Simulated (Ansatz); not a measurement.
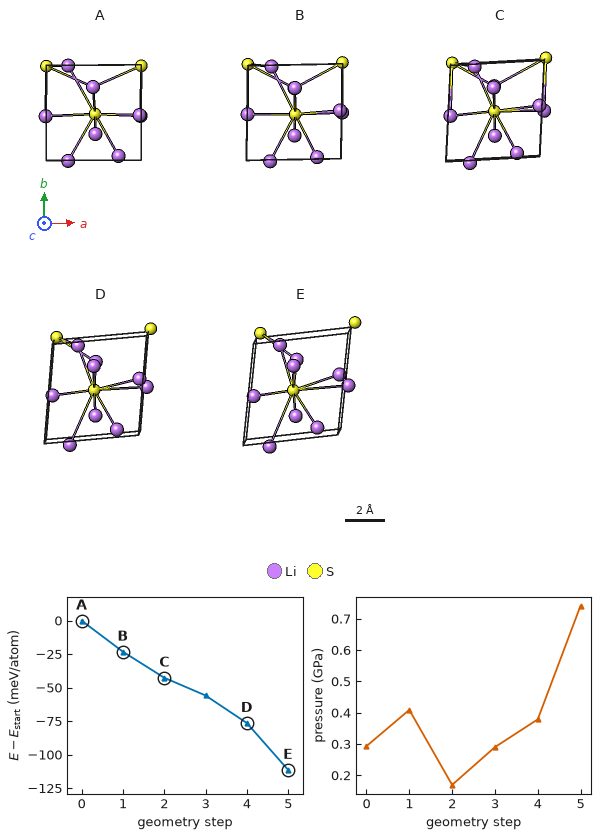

Frames of a relaxation of solid Li3S (built on the A15_223 type) (coarse preliminary run), marked on the history of the run. The picture is a ball-and-stick view of the cell of the calculation, seen along the c axis.

Case: A15 type (Pm-3n, No. 223); cell x1, atoms moved at random (sigma 0.1 Å) and cell strained at random (1.5 %), then relaxed without symmetry.

Method: DFT PBE, scalar-relativistic, plane waves, PAW in Ansatz 0.2.0. Set-up: plane-wave cutoff 420 eV; k-point mesh 6 × 6 × 6; occupations gaussian; smearing width 0.1 eV; no spin polarisation; cell and atoms relaxed; force threshold 0.015 eV/Å; at most 120 steps.

Q: What happens along the run?

A: The run was cut off at its time limit before the relaxation converged, so the last structure is only a point on the way. The largest move relative to the cell is that of a Li atom, 0.58 Å along [−1 3 0]. Largest moves by element: Li 0.58 Å, S 0.38 Å. The drawn cell changes as follows: a 4.940 → 4.963 Å (+0.5 %), b 4.958 → 5.330 Å (+7.5 %), c 4.930 → 4.838 Å (−1.9 %), α 90.9° → 98.2°, β 91.0° → 95.2°, γ 89.8° → 77.5°; the volume changes by +2.3 %. Near-neighbour distances that change, for instance: Li–S 2.747 → 3.623 Å, Li–S 3.041 → 3.867 Å, Li–S 2.827 → 3.653 Å, Li–S 2.955 → 2.411 Å. Bonds break: Li–S (2.75 → 3.62 Å). Bond angles that change, for instance: Li–S–Li 117.9° → 89.7°, S–Li–S 100.9° → 127.5°, Li–S–Li 175.2° → 158.1°. The space group stays P1 (No. 1). The energy falls by 111 meV per atom in 5 geometry steps. Largest force component: 0.58 eV/Å at the start, 0.29 eV/Å at the end. The pressure goes from 0.29 to 0.74 GPa. From step 0 to 1: a Li atom moves most (0.19 Å), volume −2.1 %, energy −23.2 meV per atom. From step 1 to 2: a Li atom moves most (0.15 Å), volume +1.6 %, energy −19.4 meV per atom. From step 2 to 4: a Li atom moves most (0.17 Å), volume +1.8 %, energy −33.8 meV per atom. From step 4 to 5: S atoms move most (0.13 Å), volume +1.0 %, energy −35.0 meV per atom.

```csv
step,"E − E(0), meV/atom","largest force component, eV/Å","pressure, GPa","volume, Å³/atom"
0,0.00,0.5783,0.29,15.091
1,-23.19,0.2202,0.41,14.779
2,-42.58,0.1199,0.17,15.009
3,-55.80,0.1345,0.29,15.112
4,-76.38,0.2060,0.38,15.279
5,-111.34,0.2920,0.74,15.435
```
